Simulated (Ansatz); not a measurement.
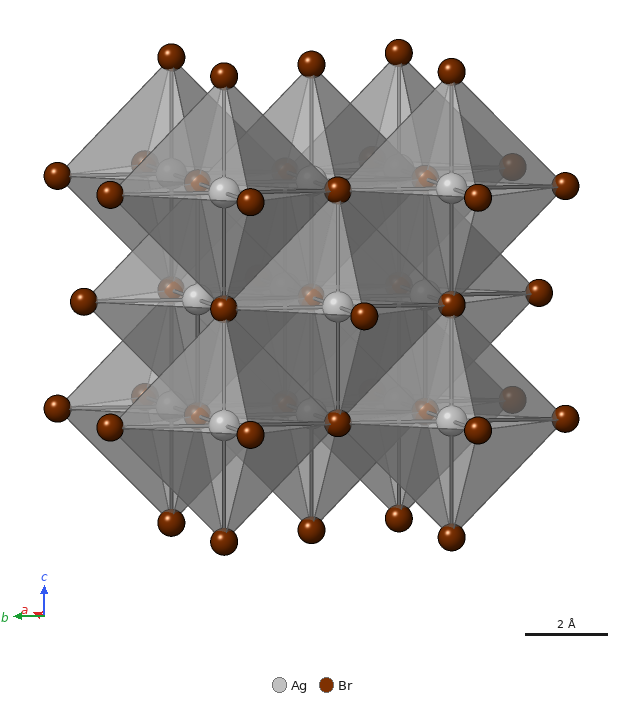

*The structure as given in the input (polyhedral view of the cell 4 times as large as that of the calculation, set on its symmetry axes, seen at an oblique angle; polyhedra are completed across the faces of the cell).*

Single-point calculation, with input and output: AgBr

- system: AgBr (Fm-3m, 2 atoms in the cell)
- method: DFT, PBE, plane waves, PAW (Ansatz 0.2.0)

The run did not end well.

**Output**
```
Ag: output.efg is read without spin–orbit coupling, which moves field gradients at and beside such atoms by some per cent and up to a factor of two; PAW files take it under magnetization.noncollinear and magnetization.spin_orbit
the run goes by scf.lower_state_search full: where its kind and settings allow, a search for a lower-energy state can add stability tests and further SCF calculations, which can take many times as long as the SCF (see the manual's entry of the key); standard usually adds fewer, off none
Engine: ansatz 0.2.0, aarch64-unknown-linux-gnu
Pseudopotentials: kind: paw
Pseudopotential: Ag, paw, valence charge 19, recommended cutoff 420 eV (normal), Ag.paw.azcp
Pseudopotential: Br, paw, valence charge 7, recommended cutoff 420 eV (normal), Br.paw.azcp
Functional definition: PBE
  parameter kappa = 0.804
  parameter beta = 0.06672455060314922
  exchange = pbe_x(kappa = kappa, mu = beta*pi^2/3)
  correlation = pbe_c(beta = beta)
Crystal: 2 atoms, lattice volume = 47.287 Å³
Basis set: ecut = 420 eV, 941 PW (Γ), exchange–correlation on 60×60×60 points (8 copies of the dense FFT grid, shifted against one another)
Bands: 17, of which v1, the nominal top of the filled ones, is band 13 counted from 1 (12 counted from 0)
Symmetry: 48 space group operations
Space group: Fm-3m (ITA 225), of the structure as read, at distance tolerance 3.6e-5 Å
k-points: 29 of 512
Non-local potential: Ag, projectors of the file, l = 0: 3, l = 1: 2, l = 2: 2, l = 3: 1
Non-local potential: Br, projectors of the file, l = 0: 2, l = 1: 2, l = 2: 2
PAW form: soft (Blöchl's): semilocal exchange-correlation on the pseudo side does not see the compensation charge
PAW one-centre angular grid: Ag, 590 points (default); XC on 64 Gauss nodes
PAW one-centre angular grid: Br, 110 points (default); XC on 64 Gauss nodes
Initial density: superposition of atomic densities (neutral atoms: chi_scale 0, normalization atom), corrected by the library's trained network
Initial wavefunctions: pseudopotential atomic-orbital guess
Functional: x = pbe(κ = 0.804, μ = 0.2195149727645171), c = pbe(β = 0.06672455060314922)
SCF iter   1: F=—  HF=-10374.348323 eV  |F-HF|=—  |Δ(HF+E_count)|=         —  Δρ=4.67e-4  dr2=5.65e-5  ethr=1.77e-3  ⟨swp⟩=7.3  Hψ=2099  notcnv=0
preconditioner: auto → none  [insulator: Δε(μ)=0.670 eV  Ē_g=10.605 eV  σ=0.020 eV  W_gap=1.00  n_scr=14 (ndim 8)  ℏωp=22.9 eV  f_vac=0.022  D(μ)=0.00/eV (n_scr^D=0)  ε∞_Penn≈5.7]
SCF iter   2: F=—  HF=-10374.348869 eV  |F-HF|=—  |Δ(HF+E_count)|=   5.46e-4  Δρ=2.91e-4  dr2=2.45e-5  ethr=2.17e-7  ⟨swp⟩=4.7  Hψ=1809  notcnv=0  defer=1
SCF iter   3: F=—  HF=-10374.348864 eV  |F-HF|=—  |Δ(HF+E_count)|=   5.97e-6  Δρ=1.16e-4  dr2=4.69e-6  ethr=9.43e-8  ⟨swp⟩=3.0  Hψ=1194  notcnv=0
iter 4 solved again at ethr=1.37e-10 eV; its pass at ethr=1.80e-8 eV (dr2=3.56e-8 eV) is discarded
SCF iter   4: F=—  HF=-10374.348862 eV  |F-HF|=—  |Δ(HF+E_count)|=   1.52e-6  Δρ=7.35e-6  dr2=3.92e-8  ethr=1.37e-10  ⟨swp⟩=3.0  Hψ=1815  notcnv=0
SCF iter   5: F=-10374.348862 eV  HF=-10374.348862 eV  |F-HF|=6.00e-11  |Δ(HF+E_count)|=   1.51e-8  Δρ=3.69e-7  dr2=7.69e-11  ethr=1.37e-10  ⟨swp⟩=2.3  Hψ=882  notcnv=0
SCF iter   6: F=-10374.348862 eV  HF=-10374.348862 eV  |F-HF|=9.64e-11  |Δ(HF+E_count)|=  5.64e-11  Δρ=3.82e-7  dr2=1.18e-10  ethr=1.00e-12  ⟨swp⟩=4.0  Hψ=1471  notcnv=0
SCF 1 converged in 6 iterations: F = -10374.348862 eV  dr2 = 1.18e-10
  greatest PAW one-centre occupation: 1.000 electrons in one spin orbital (limit 2), on the Ag atom at site 0 (counted from 0), in its partial waves of l = 0
Symmetry: 1 space group operations
k-points: 260 of 512 (time reversal used)
Initial density: read from a saved state, or passed on in memory by an earlier SCF of this step, an earlier step, the calling program or the single point that the run made first
iter 1 solved again at ethr=2.45e-6 eV; its pass at ethr=1.00e-1 eV (dr2=6.37e-4 eV) is discarded
SCF iter   1: F=—  HF=-10374.348862 eV  |F-HF|=—  |Δ(HF+E_count)|=         —  Δρ=1.54e-6  dr2=8.57e-10  ethr=2.45e-6  ⟨swp⟩=7.7  Hψ=34214  notcnv=0
eigensolver tolerance schedule: the retry pair's looser diagonalisation over-reported the residual by 742976.50 of it (diagonalisation noise at an unbounded share of the residual, at the tolerance the schedule requests for it); recorded, not acted on — ethr = c·dr2/N_el stays at c = 1.0e-1
preconditioner: auto → none  [insulator: Δε(μ)=0.672 eV  Ē_g=10.607 eV  σ=0.020 eV  W_gap=1.00  n_scr=14 (ndim 8)  ℏωp=22.9 eV  f_vac=0.022  D(μ)=0.00/eV (n_scr^D=0)  ε∞_Penn≈5.7]
SCF iter   2: F=-10374.348862 eV  HF=-10374.348862 eV  |F-HF|=1.58e-9  |Δ(HF+E_count)|=   2.40e-7  Δρ=2.15e-6  dr2=2.05e-9  ethr=3.30e-12  ⟨swp⟩=5.5  Hψ=18094  notcnv=0
SCF iter   3: F=-10374.348862 eV  HF=-10374.348862 eV  |F-HF|=1.58e-9  |Δ(HF+E_count)|=  3.64e-12  Δρ=2.15e-6  dr2=2.05e-9  ethr=3.30e-12  ⟨swp⟩=5.5  Hψ=18095  notcnv=0
SCF 2 converged in 3 iterations: F = -10374.348862 eV  dr2 = 2.05e-9
Step cancelled. What follows is not a result of the run: it is the report of the last solve that finished, which converged after 3 SCF iterations.
Free energy (F): -10374.348862 eV
Harris-Foulkes:  -10374.348862 eV  (|F-HF|=1.58e-9)
Internal energy: -10374.348862 eV  (E = F + TS)
E sigma→0 (E₀):  -10374.348862 eV
Fermi energy:    8.566996 eV
--- Per-component energies (eV) ---
  E_band       = -361.615909
  E_kinetic    = 661.707771
  E_local      = -3325.086732  (includes V_loc(G=0)·N_el)
  E_nonlocal   = 153.892637
  E_hartree    = 1456.077379
  E_xc         = -447.554918
  E_vxc        = -336.076809  (∫ρ·V_xc dr)
  E_paw        = -6152.066804  (= ΣΔE_a)
  E_vpaw       = -428.209177  (= ΣTr[D̂ρ^β])
  E_aug_tail   = 0.000319  (compensation charges beyond the density's cutoff)
  E_ewald      = -2721.318514
  E_smearing   = -0.000000  (= −TS)
  E_closure    = 0.000000  (closes the sum)
  Σ components = -10374.348862   (vs F -10374.348862, Δ=0.00e0)
End of that report.
Error: SIGTERM received: cancelled by the caller after 7 completed passes of a stability check
```

This output came from the following input.

**Input file**
```yaml
crystal:
  lattice:
    - [0.0, 2.87015, 2.87015]
    - [2.87015, 0.0, 2.87015]
    - [2.87015, 2.87015, 0.0]
  atoms:
    - { symbol: Ag, position: [0.0, 0.0, 0.0] }
    - { symbol: Br, position: [0.5, 0.5, 0.5] }
kpoints:
  mp_grid: { grid: [8, 8, 8] }
scf:
  occupations: { method: fermi_dirac, width: 0.02 }
  lower_state_search: full
  algorithm: direct_min
hamiltonian:
  xc: pbe
  pseudopotentials: { kind: paw }
output:
  forces: true
  stress: true
  populations: true
  efg: { quadrupole_moments_barn: { Br: 0.2579 }, contact_densities: true }
```

Launched with:
```bash
ansatz run input.yaml --threads 1 --pin off --max-ram 2560MiB --backend cpu --events-out ev --progress --plain --runs-dir out
```

**What the run reported**

| quantity | value |
| --- | --- |
| outcome | stopped at the time limit |
| space group (tolerance 0.01 Å) | Fm-3m (225) |
| hardware | 1 thread of an Arm (aarch64) CPU, shared host |
| wall time | 72 s |
| peak memory | 0.64 GiB |

**What went wrong**

Settings chosen away from the usual ones: scf.lower_state_search = "full", scf.algorithm = "direct_min". The run was cut off by its time limit, so the output is incomplete. The program warns: the field gradients leave out spin–orbit coupling.
